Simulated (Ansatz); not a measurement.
Here is a crystal structure:

```
Cd
1.0
     3.53400    0.00000    0.00000
     0.00000    3.53400    0.00000
     0.00000    0.00000    3.53400
Cd
2
Direct
  0.00000 0.00000 0.00000
  0.50000 0.50000 0.50000
```

**What does this file describe?**

The element is cadmium. Space group Im-3m (No. 229), lattice body-centred cubic. The arrangement is known as body-centred cubic (W type). The cell holds two atoms. The Cd atoms are each bonded to eight Cd in a cubic arrangement at 3.06 Å. The bonds build a three-dimensional framework.

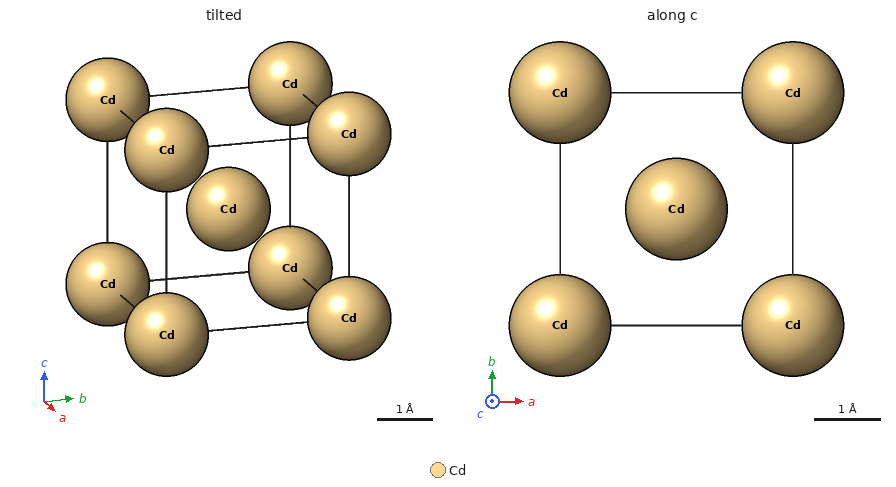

The figure gives a spheres-only picture of the atoms, viewed slightly off an axis and along the c axis. The parallelepiped is the conventional unit cell. Colours: cadmium orange.

Provenance: a structure listed in the Materials Project. The picture shows the end point of a geometry optimisation with Ansatz, DFT r2SCAN, scalar-relativistic, plane waves, PAW.
